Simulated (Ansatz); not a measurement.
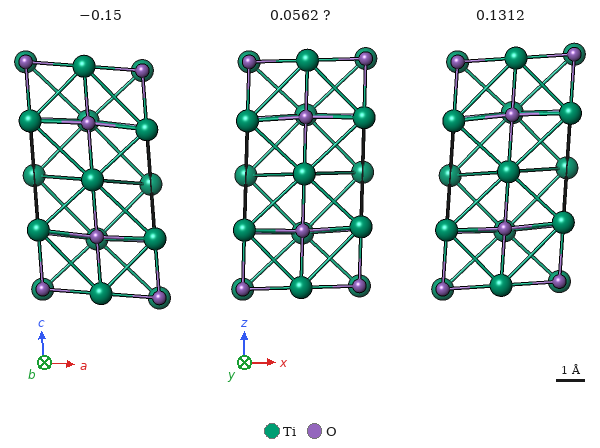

Solid Ti4O3 (I4/mmm): the cell is strained in shear in the xz plane, with the atoms kept at their fractional coordinates. x, y and z are the Cartesian axes of the input. A ball-and-stick model of the conventional cell (2 times the calculation's cell), seen along the b axis. Lengths and directions refer to the drawn axes.

The calculation used Ansatz 0.2.0, DFT PBEsol, scalar-relativistic, plane waves, PAW. Set-up: plane-wave cutoff 420 eV; k-point mesh 14 × 14 × 14; occupations gaussian; smearing width 0.15 eV; no spin polarisation. Energies (free energies at the smearing named) are counted from the relaxed crystal.

```json
{"engineering shear strain": "−0.1500", "ΔE (meV/atom)": "49.7"}
{"engineering shear strain": "−0.0750", "ΔE (meV/atom)": "11.6"}
{"engineering shear strain": "0.0000", "ΔE (meV/atom)": "0.0"}
{"engineering shear strain": "0.0187", "ΔE (meV/atom)": "0.7"}
{"engineering shear strain": "0.0375", "ΔE (meV/atom)": "2.9"}
{"engineering shear strain": "0.0562", "ΔE (meV/atom)": "?"}
{"engineering shear strain": "0.0937", "ΔE (meV/atom)": "18.3"}
{"engineering shear strain": "0.1125", "ΔE (meV/atom)": "26.9"}
{"engineering shear strain": "0.1312", "ΔE (meV/atom)": "37.3"}
```

One row is withheld. What is its energy?

A straight line between the two neighbours gives 8.0 meV/atom. A cubic through the four nearest rows (0.0187, 0.0375, 0.0937, 0.1125) gives, with Lagrange weights, (−0.2985)(0.7) + (0.9991)(2.9) + (0.4982)(18.3) + (−0.1988)(26.9) = 6.5 meV/atom. The calculation gives 6.4 meV/atom, so the cubic is 0.1 meV/atom too high and the straight line 1.6 meV/atom too high, as the curve bends upwards here.

The whole profile:

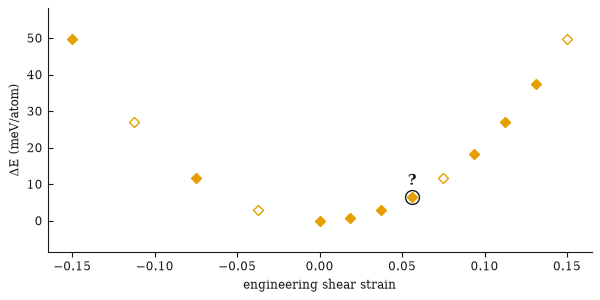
